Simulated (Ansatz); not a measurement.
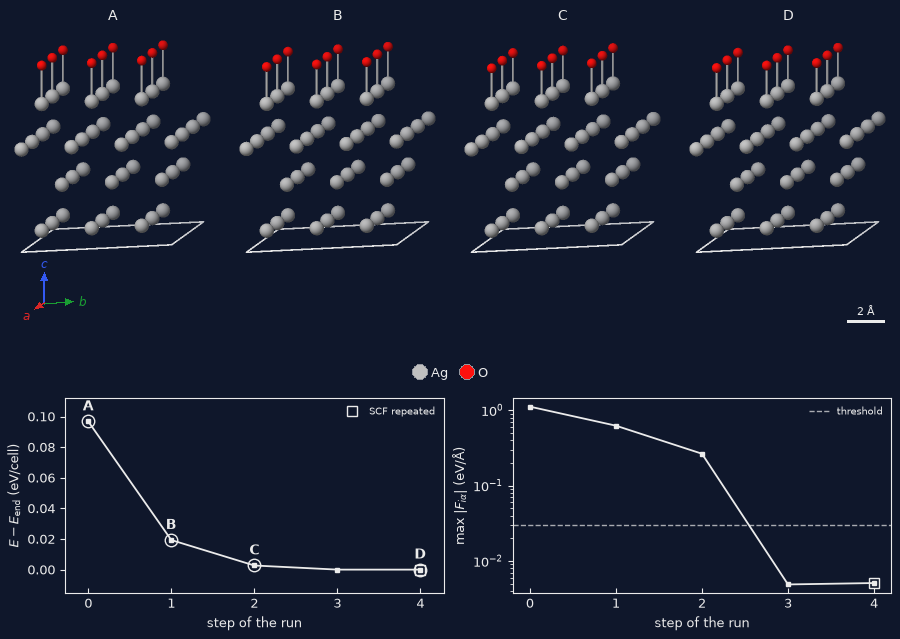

Frames of a constrained relaxation of a slab of composition Ag4O (cut from the Fm-3m phase), marked on the history of the run. A ball-and-stick model of the 3 × 3 repeat of the cell, outlined in the plane, without the vacuum, seen slightly off an axis.

Case: O put at a top Ag site. The slab is the (1 1 1) face of Ag with O on it. 2 atoms are held fixed.

Method: DFT PBEsol, scalar-relativistic, plane waves, PAW (Ansatz 0.2.0). (plane-wave cutoff 420 eV; k-point mesh 12 × 12 × 1; occupations gaussian; smearing width 0.1 eV; no spin polarisation; dipole correction; atoms relaxed in a fixed cell; force threshold 0.03 eV/Å; at most 70 steps)

### Describe the path.

After 3 accepted moves (4 points after the start) the energy has fallen by 96.8 meV per cell of the calculation. The largest force component goes from 1.1 to 0.0051 eV/Å. 1 step only repeated the SCF at the same geometry. The largest move is that of the O atom, 0.13 Å along the normal (−c). Largest moves by element: O 0.13 Å, Ag 0.02 Å. The lattice vectors keep their values. Among the contacts that change: Ag–O 2.120 → 1.969 Å, Ag–Ag 2.838 → 2.854 Å. From step 0 to 1: the O atom moves most (0.08 Å), energy −77.5 meV per cell of the calculation. From step 1 to 2: the O atom moves most (0.08 Å), energy −16.6 meV per cell of the calculation. From step 2 to 4: the O atom moves most (0.02 Å), energy −2.7 meV per cell of the calculation.

Limits of the set-up: the periodic images lie only 2.9 Å apart, so the values are limited by the cell's size.
